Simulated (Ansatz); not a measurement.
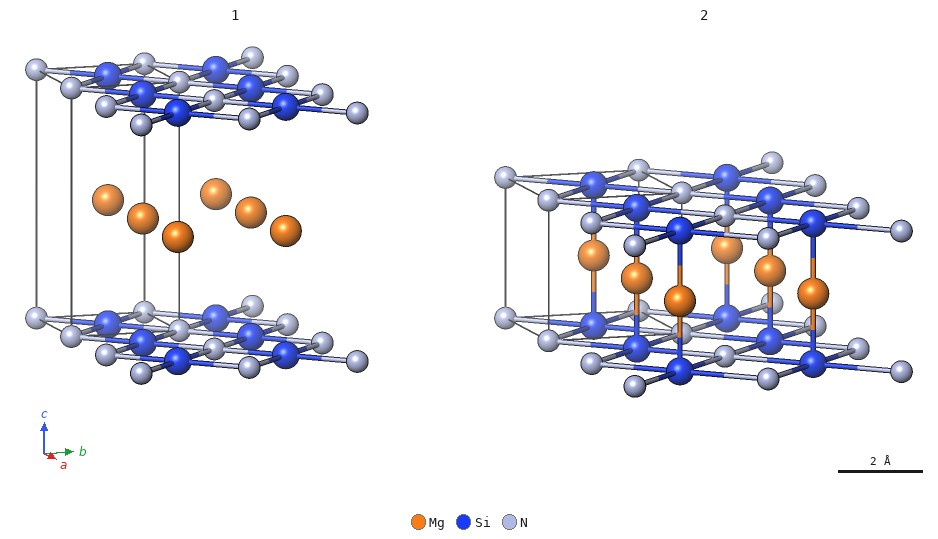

Two geometries of a crystal of MgSiN (a generated structure, set up in P4/mmm) (coarse preliminary run), drawn at one scale. One is the start of a relaxation, the other its converged end. Style: ball-and-stick. Shown: the cell of the calculation, repeated 3 × 2 × 1 with one cell outlined, slightly off an axis.

These are results of Ansatz 0.2.0, DFT PBE, scalar-relativistic, plane waves, PAW, not measurements. Settings: plane-wave cutoff 420 eV; k-point mesh 6 × 6 × 6; occupations gaussian; smearing width 0.1 eV; no spin polarisation; cell and atoms relaxed; force threshold 0.04 eV/Å; at most 70 steps.

Question: Which geometry has the lower energy?

Answer: Structure 1 is the relaxed one. The atoms keep their places relative to the cell (all moves are under 0.005 Å). The volume changes by +16.0 %, with a = b 3.373 → 2.733 Å (−19.0 %), c 3.436 → 6.072 Å (+76.7 %). Some distances before and after: Mg–Si 1.718 → 3.036 Å, Si–Si 3.373 → 2.733 Å, Mg–Mg 3.373 → 2.733 Å, N–Si 2.385 → 1.932 Å. Bonds break: Mg–Si (1.72 → 3.04 Å). The space group stays P4/mmm (No. 123). Over 18 accepted moves (21 points after the start) the energy falls by 4194 meV per atom. All forces vanish by symmetry, so only the cell relaxes. The pressure goes from 75.99 to 0.18 GPa. The SCF was repeated 3 times at an unchanged geometry on a basis and grid sized afresh for the cell, which shifted the energy by 195 meV per atom at most. Cost: 19 s on 1 thread of Intel(R) Xeon(R) 6975P-C (Granite Rapids), with other jobs on the host, peak memory 0.34 GiB.
